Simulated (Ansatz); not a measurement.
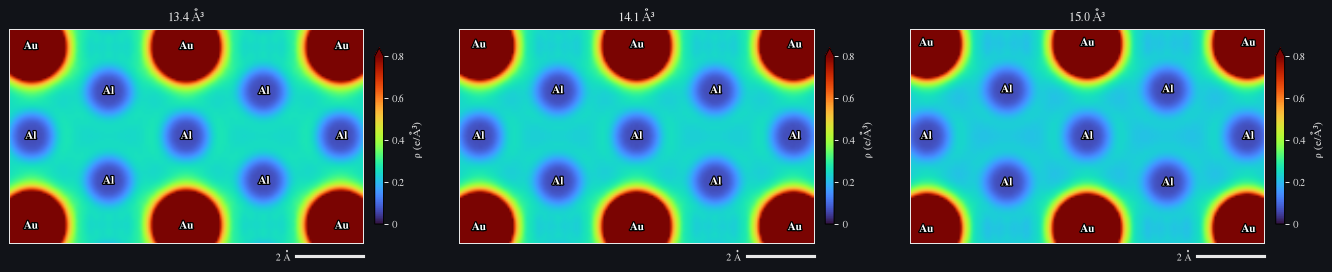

Al$_{3}$Au. The valence charge density (pseudo) of cells scaled evenly to different volumes (given per atom above each panel), on the (110) plane of each (indices in the axes of the cell below), at one length scale and on one colour scale.

A structure from a database of computed crystals, not necessarily the ambient phase.

The calculation used Ansatz 0.2.0, Kohn-Sham DFT of a periodic cell, PBEsol, Ansatz PAW.

In a PAW calculation such maps are meaningful between the atoms, not at the nuclei.

The largest cell:

```
Au Al
1.0
    -2.00985    2.00985    4.00998
     2.00985   -2.00985    4.00998
     2.00985    2.00985   -4.00998
Au Al
1 3
Direct
  0.00000 0.00000 0.00000
  0.50000 0.50000 0.00000
  0.25000 0.75000 0.50000
  0.75000 0.25000 0.50000
```

| volume (Å³/atom) | Al–Au contact in the plane (Å) | ρ at its midpoint (e/Å³) | pressure (GPa) | 
| --- | --- | --- | --- |
| 13.43 | 2.667 | 0.360 | 30.0 | 
| 14.09 | 2.710 | 0.334 | 20.0 | 
| 14.96 | 2.765 | 0.304 | 10.0 | 
| 15.91 | 2.822 | ? | ? | 
| 16.20 | 2.839 | 0.269 | 0.0 | 

Question: Estimate the missing row, and compare with the calculation.

Answer: Over the known rows ln ρ falls by 1.69 per Å of Al–Au distance (a least-squares line), which gives 0.277 e/Å³ at 2.822 Å; the calculation gives 0.277 e/Å³. For the pressure, a straight line in volume between the neighbouring rows gives 2.3 GPa; the calculation gives 2.0, lower because pressure rises ever faster on compression.
